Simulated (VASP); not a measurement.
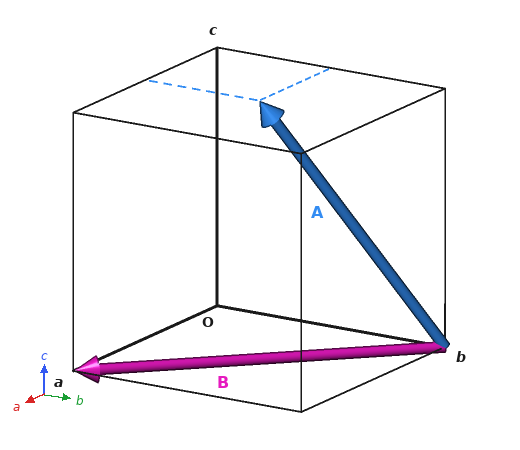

Each arrow starts at a corner of the unit cell and ends on its surface; where a tip isn't a corner, dashed lines run from it parallel to the axes. Crystal: SiNi, a cell listed in the Materials Project, as set up for an electronic-structure calculation. All values are computed from the atomic coordinates in the standard setting (tolerance 0.002 Å).

a = 4.504 Å, b = 4.504 Å, c = 4.504 Å, α = 90.00°, β = 90.00°, γ = 90.00°.

**Index the directions.**

Arrow A runs from (0, 1, 0) to (1/2, 1/2, 1), so [1 −1 2]; Arrow B runs from (0, 1, 0) to (1, 0, 0), so [1 −1 0].

**How long is the vector ua + vb + wc in each case, and what angles do the directions make?**

A 11.032 Å; B 6.369 Å. A–B: 54.7°.
